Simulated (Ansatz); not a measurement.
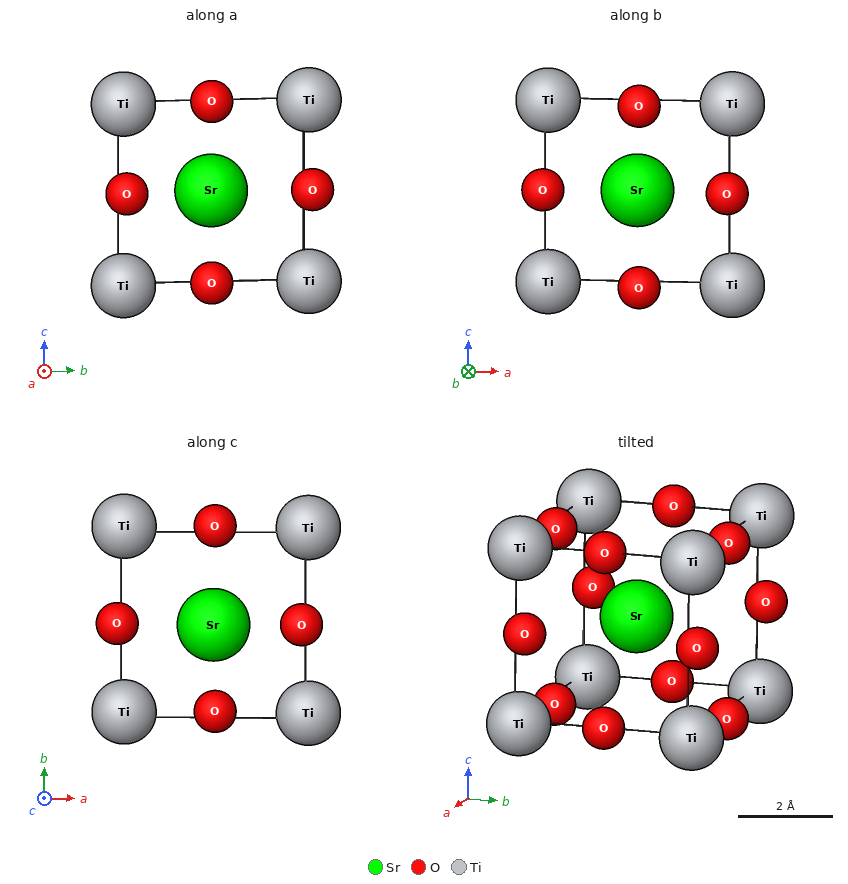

Crystal structure, spheres-only style, seen along the a axis, along the b axis, along the c axis and slightly off an axis. Thin lines show the unit cell, with boundary atoms drawn in all their periodic places.

Lattice parameters: a = 3.961 Å, b = 3.991 Å, c = 3.901 Å, α = 88.67°, β = 91.18°, γ = 90.42°. Put a along x and b in the xy plane.

### Give the atomic positions as a POSCAR file, with free fractional coordinates to two decimals.

```
Sr O Ti
1.0
     3.961    0.000    0.000
    -0.029    3.991    0.000
    -0.080    0.090    3.899
Sr O Ti
1 3 1
Direct
  0.50 0.50 0.50
  0.51 0.03 0.96
  0.99 0.05 0.49
  0.98 0.50 0.99
  0.01 0.03 0.99
```

What is drawn is a known structure type with the cell strained and the atoms shaken on purpose; it hasn't been relaxed. A calculation with Ansatz used it as input.

At this level of theory the cell isn't at rest (stretched, at -4 GPa and forces up to 1.2 eV/Å), so its distances can differ from those at equilibrium, the more so the softer the solid.
